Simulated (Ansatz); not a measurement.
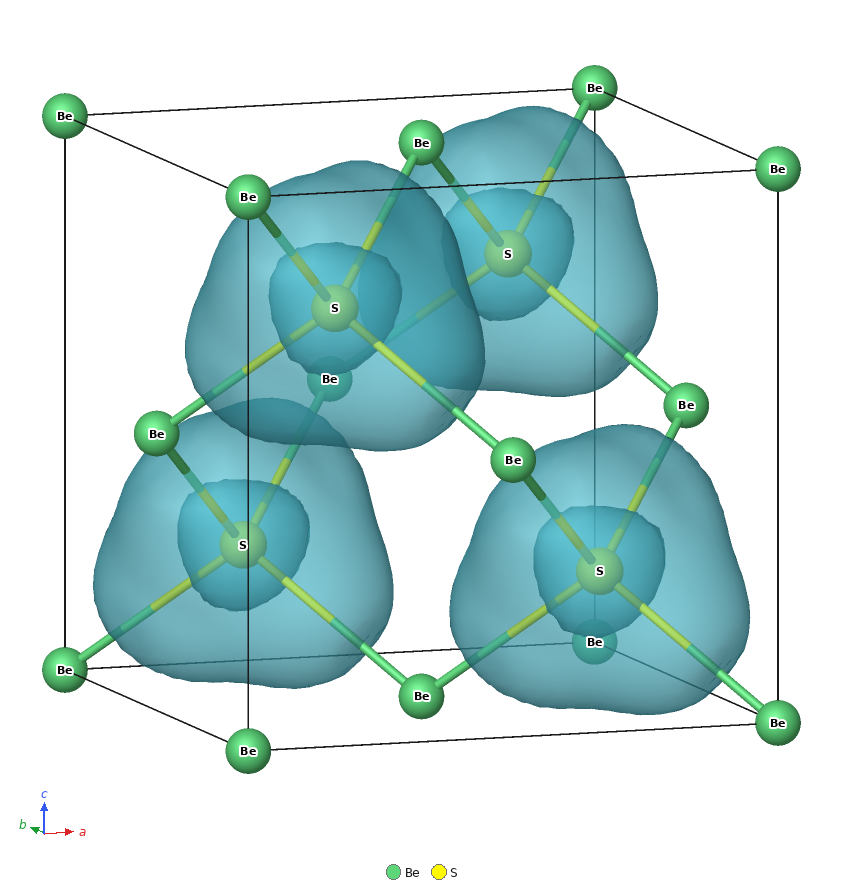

The picture shows: BeS. Isosurface of the electron localisation function at 0.7 (cyan), seen slightly off an axis. Core shells and regions of very low density are left out. Sticks mark near contacts.

Space group F-43m; changed on purpose from its base cell (volume × 0.94); computed pressure about 6 GPa in this cell.

Theory: DFT PBE, scalar-relativistic, plane waves, PAW in Ansatz.

Core electrons are frozen (PAW), and the valence fields are smoothed inside the atomic spheres.

**Describe the localisation domains.**

At this value the surface marks out four regions wrapped around S (the valence shell of each), counted in one cell of 8 atoms. Regions shared between cells count once. Along the contacts the grid gives the following. Be–S (2.07 Å): the ELF peaks at about 0.95 between the atoms (a polar covalent bond).
